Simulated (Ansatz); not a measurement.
Cell and atoms:

```xyz
12
Lattice="3.5170 0.0000 0.0000 0.0000 3.5556 0.0000 0.0000 0.0000 14.3482" Properties=species:S:1:pos:R:3 pbc="T T T"
Ti    0.0000    0.0000    9.6297
Ti    1.7585    0.0000    2.9555
Ti    0.0000    1.7778   12.3656
Ti    1.7585    1.7778    5.6915
Si    0.0000    0.0000    5.1242
Si    1.7585    0.0000   11.7983
Si    0.0000    1.7778    3.5228
Si    1.7585    1.7778   10.1969
Si    0.0000    0.0000    0.9827
Si    1.7585    0.0000    7.6568
Si    0.0000    1.7778    7.6643
Si    1.7585    1.7778    0.9902
```

> Characterise the structure given above.

The material is TiSi2. It takes space group Pmm2 (No. 25) on a primitive orthorhombic lattice. Content of the cell: 4 Ti, 8 Si (Z = 4). By contacts within bonding range, the coordination numbers are Ti 6 to 10 (mean 9.0) and Si 6 to 8 (mean 7.5). Not all metal-metal contacts are counted. The bonds build TiSi2 layers parallel to (001).

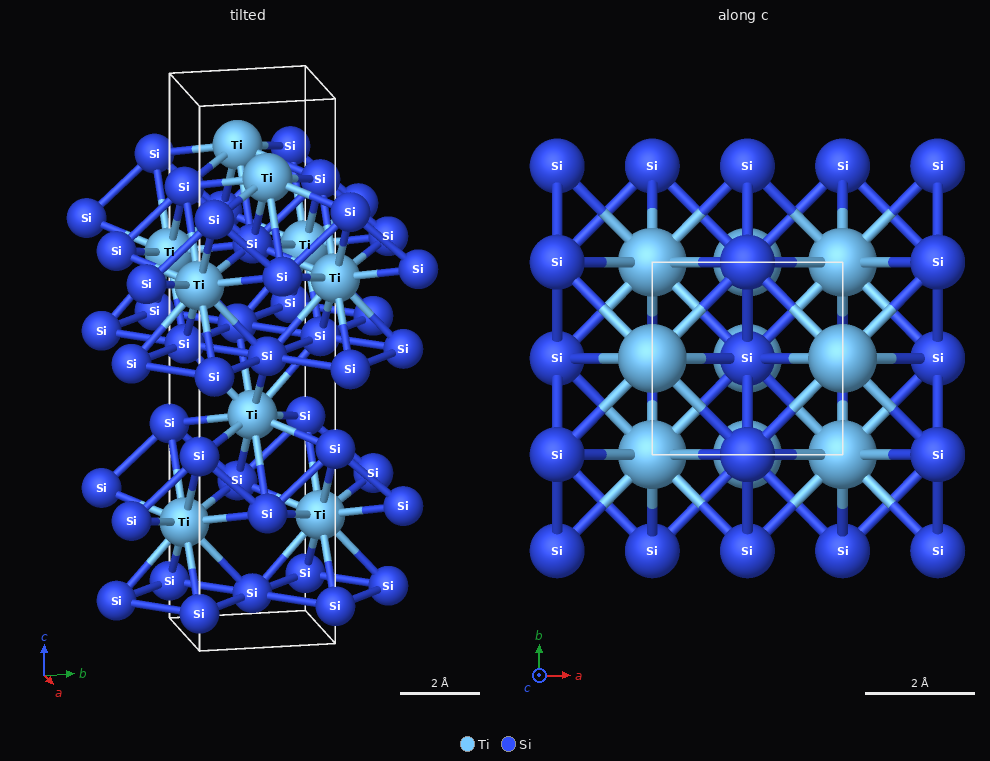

Structure drawing (ball-and-stick), viewed slightly off an axis and along the c axis. The frame is the conventional unit cell; atoms at its boundary are shown with their periodic copies. Some neighbours outside the box are added.

The initial geometry was a structure listed in the Materials Project. The cell was then strained or its atoms displaced on purpose. Ansatz was used for an electronic-structure calculation on it.

At this level of theory the run's own cell isn't at rest (forces up to 1.4 eV/Å), so its distances can differ from those at equilibrium, the more so the softer the solid.
